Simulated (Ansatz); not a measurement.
## Electronic structure of Si3Ge13 in real space

Input

```
crystal:
  lattice:
    - [-0.000251976, -0.0001454784, -6.5365735318]
    - [-3.9585632011, -6.8580450801, -0.0003052699]
    - [-3.9599596591, 6.8588513255, 0.0]
  atoms:
    - { symbol: Si, position: [0.9385548085, 0.166938764, 0.833469382] }
    - { symbol: Si, position: [0.9389369238, 0.1624049061, 0.3312024531] }
    - { symbol: Ge, position: [0.9380437221, 0.6687350967, 0.8378688083] }
    - { symbol: Ge, position: [0.9380437221, 0.6687350967, 0.3308662884] }
    - { symbol: Ge, position: [0.4379092866, 0.3319550768, 0.1662030914] }
    - { symbol: Ge, position: [0.4379092866, 0.3319550768, 0.6657519853] }
    - { symbol: Ge, position: [0.4296387567, 0.8350067872, 0.1675033936] }
    - { symbol: Ge, position: [0.4374874566, 0.8345986472, 0.6672993236] }
    - { symbol: Ge, position: [0.5696066476, 0.1670230782, 0.8335115391] }
    - { symbol: Ge, position: [0.5691076389, 0.165405081, 0.3327025405] }
    - { symbol: Ge, position: [0.5612128022, 0.6671680082, 0.8347419387] }
    - { symbol: Ge, position: [0.5612128022, 0.6671680082, 0.3324260695] }
    - { symbol: Ge, position: [0.0605795921, 0.328655972, 0.1644739323] }
    - { symbol: Ge, position: [0.0605795921, 0.328655972, 0.6641820397] }
    - { symbol: Si, position: [0.0601464167, 0.83782388, 0.16891194] }
    - { symbol: Ge, position: [0.0610305452, 0.8377705491, 0.6688852745] }
basis:
  ecutwfc: 420
kpoints:
  mp_grid: { grid: [2, 2, 2] }
  band_path: { path: [[0.0, 0.0, 0.0], [0.05, 0.0, 0.0]], npoints: 1 }
hamiltonian:
  xc: hse06
scf:
  occupations: { method: gaussian, width: 0.1 }
  n_extra_bands: 11
output:
  eigenvalues: true
  write_density: true
  write_potential: true
  elf: true
  volumetric_format: npy
```

Run with:

```sh
ansatz run input.yaml --threads 4 --pin off --max-ram 10240MiB --backend cpu --events-out ev --progress --plain --runs-dir out
```

Below, planes, directions and counts refer to the conventional cell (a = 13.71 Å, b = 7.92 Å, c = 6.54 Å, α = 90.00°, β = 90.01°, γ = 90.00°).

Space group Cm; a generated structure, not necessarily the stable one.

The calculation used DFT HSE06, scalar-relativistic, plane waves, PAW in Ansatz 0.2.0.

Core electrons are frozen (PAW), and the valence fields are smoothed inside the atomic spheres.

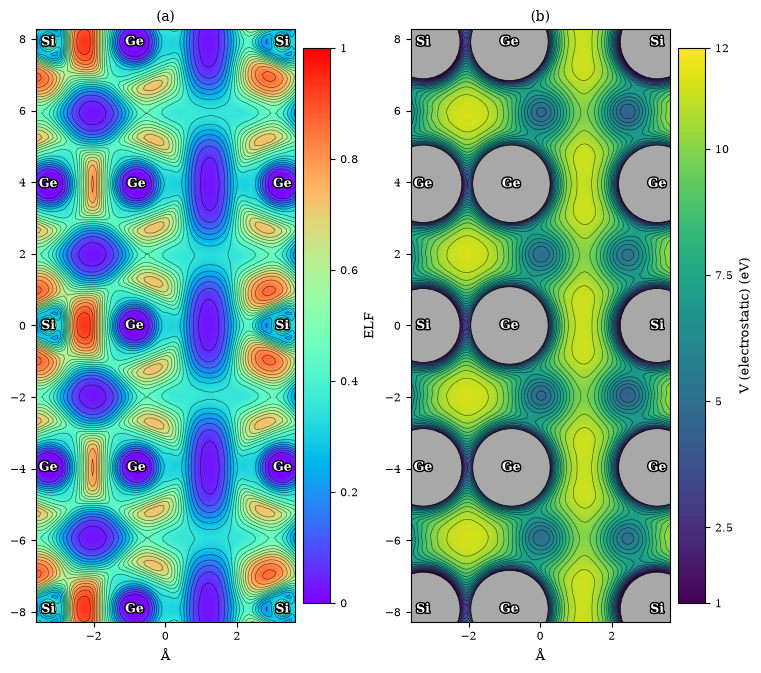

Figure 1. (a) electron localisation function; (b) electrostatic potential (local pseudopotential plus Hartree) felt by an electron on the (11̄0) plane of the conventional cell. Grey discs cover the atomic cores in the potential map.

> Interpret the plot.

The section cuts through Si and Ge sites. Si–Ge (2.41 Å): the ELF peaks at about 0.95 between the atoms (localised, covalent bonding). Ge–Ge (2.46 Å): the ELF peaks at about 0.80 between the atoms (a shared electron pair). Outside the cores the potential energy rises away from the atoms and is highest about 2.3 Å from the nearest atoms; its zero is arbitrary.

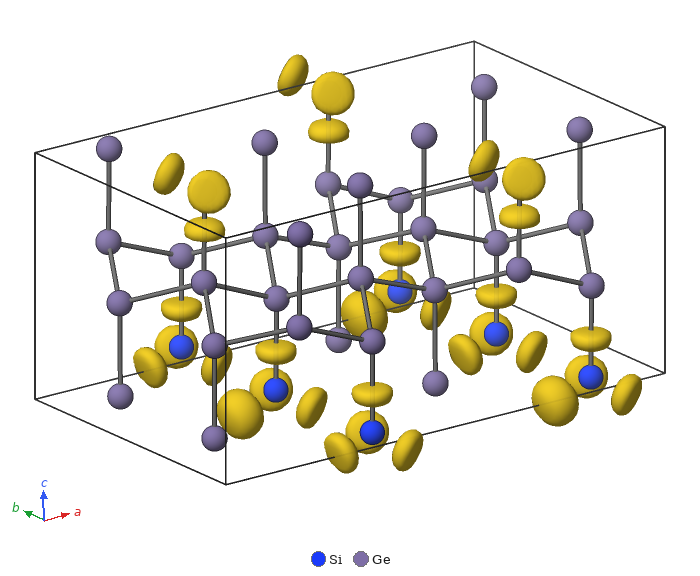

Figure 2. Isosurface of the ELF at 0.85 (yellow), seen at an oblique angle. Core shells and regions of very low density are left out. Sticks mark near contacts.

> Identify the bonds, lone pairs and shells in this picture.

The ELF exceeds this value in 20 regions between bonded Ge–Si atoms (shared pairs) and two regions between bonded Si–Si atoms (shared pairs), counted in one cell of 32 atoms. Regions shared between cells count once. Along the contacts the grid gives the following. Si–Si (2.36 Å): the ELF peaks at about 0.95 between the atoms (localised, covalent bonding). Si–Ge (2.39 Å): the ELF peaks at about 0.95 between the atoms: localised, covalent bonding.

> Does the calculation make it a metal, or give it a gap?

It is gapped, with a Kohn–Sham gap of 0.63 eV on the k-point mesh (the band edges may lie off the mesh, which would make the gap smaller).
